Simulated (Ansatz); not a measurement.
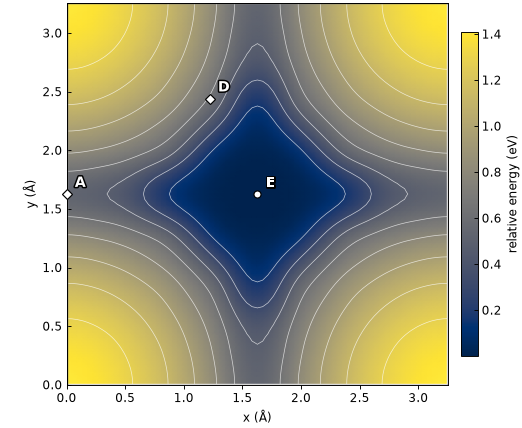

H on a Ti(100) slab cut from the Im-3m phase, its upper half relaxed before the scan (4 atoms of substrate and one adsorbate in a 1 × 1 cell). 
- H is moved over the surface cell; relaxed at each place: the height of the adsorbate's atoms; substrate rigid; the origin of the map has the adsorbate above Ti4.
- Places are given modulo a cell vector. The map is drawn in real space over the plane of the surface.
- Grid: 8 × 8 points; 15 points were computed and 49 follow by symmetry.
- Energies: eV, counted from the lowest grid point.
- With one adsorbate in each 1 × 1 cell, its nearest image is 3.3 Å away, so neighbouring adsorbates interact.
- All numbers below come from Ansatz, DFT PBE, scalar-relativistic, plane waves, PAW. Settings: cutoff 420 eV, k-mesh 8×8×1, gaussian smearing 0.1 eV, no spin polarisation.

Drawn: a smooth colour map with a few white contour lines, the outline of one cell of the plane, lettered points. Between grid points the surface is interpolated.

Question: Rank the lettered points by energy, lowest first.

Answer: E (0.00 eV), A (0.53 eV), D (0.62 eV).

Question: What kind of point is each of A, E: minimum, saddle, maximum or slope?

Answer: A: saddle point; E: minimum. (In these two coordinates alone; a stationary point may lie a little off the grid point.)

PAW datasets: the set soft_1.
